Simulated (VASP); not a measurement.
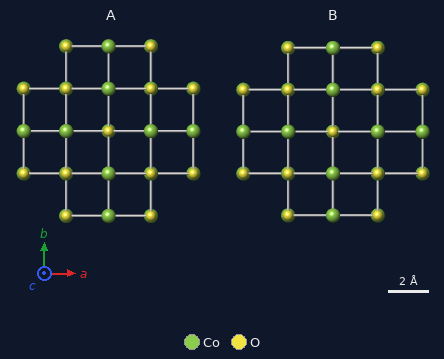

Two geometries of solid CoO (set up in Fm-3m), drawn at one scale. One is the start of a relaxation, the other its converged end. The picture is a ball-and-stick view of the conventional cell (2 times the calculation's cell), seen along the c axis. Lengths and directions refer to the drawn axes.

The calculation used Kohn-Sham DFT of a periodic cell, PBE, DFT+U, VASP PAW PBE potentials, recommended in VASP 6.6.1. (plane-wave cutoff 600 eV; k-point mesh 10 × 10 × 6; occupations gaussian; smearing width 0.02 eV; collinear spin; U = 3.3 eV on Co d)

Which geometry has the lower energy?

Answer. Structure B is the relaxed one. The run lets cell and atoms move. No atom moves by more than 0.005 Å relative to the cell. The drawn cell changes as follows: a 4.263 → 4.505 Å (+5.7 %), b = c 4.263 → 4.209 Å (−1.3 %); the volume changes by +3.0 %. Some distances before and after: Co–O 2.131 → 2.253 Å, Co–O 2.131 → 2.104 Å. The space group (tolerance 0.01 Å) goes from Fm-3m (No. 225) to I4/mmm (No. 139). The energy falls by 81.2 meV per cell of the calculation in 8 geometry steps. All forces vanish by symmetry, so only the cell relaxes. The pressure goes from 4.41 to 0.03 GPa.
